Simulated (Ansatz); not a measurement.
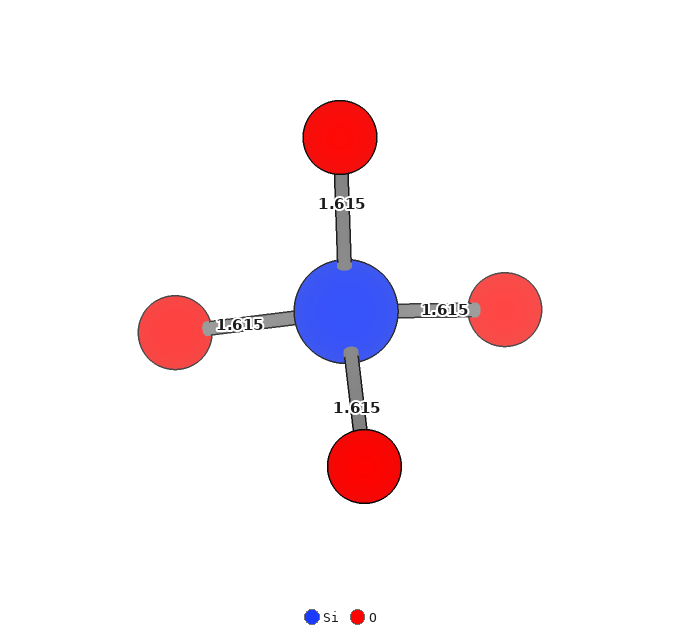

The surroundings of site Si1 (at 0.333, 0.667, 0.062) in SiO2 (P6_3/mmc, No. 194), with bond lengths in Å.

Source of the atomic positions: the end point of a relaxation with Ansatz, DFT PBE, scalar-relativistic, plane waves, PAW.

```
CELL_PARAMETERS angstrom
5.27603 0.00000 0.00000
-2.63802 4.56918 0.00000
0.00000 0.00000 8.61172
ATOMIC_POSITIONS crystal
Si 0.33333 0.66667 0.06244
Si 0.66667 0.33333 0.56244
Si 0.33333 0.66667 0.43756
Si 0.66667 0.33333 0.93756
O 0.33333 0.66667 0.25000
O 0.66667 0.33333 0.75000
O 0.50000 0.00000 0.00000
O 0.50000 0.50000 0.50000
O 0.00000 0.50000 0.00000
O 0.50000 0.00000 0.50000
O 0.50000 0.50000 0.00000
O 0.00000 0.50000 0.50000
```

Bond valence s = exp((R0 − d)/b), R0 fitted to published crystal structures with b = 0.37 Å; R0 in Å: Si4+–O 1.620.

Calculate the bond-valence sum of Si1 from the bonds drawn.

4 × 1.014 = 4.05 v.u., against a formal valence of 4: a close match.

And over the whole structure?

| site | x, y, z | formal valence | bond-valence sum | difference |
| --- | --- | --- | --- | --- |
| Si1 | 0.333, 0.667, 0.062 | +4 | 4.07 | 0.07 |
| O1 | 0.333, 0.667, 0.250 | −2 | 2.03 | 0.03 |
| O2 | 0.500, 0.000, 0.000 | −2 | 2.03 | 0.03 |

These sums include all anions within 5 Å. The global instability index (root mean square of the differences over all atoms) is 0.05 v.u.: little strain. Cells relaxed with PBE tend to have slightly long bonds, which lowers the sums.
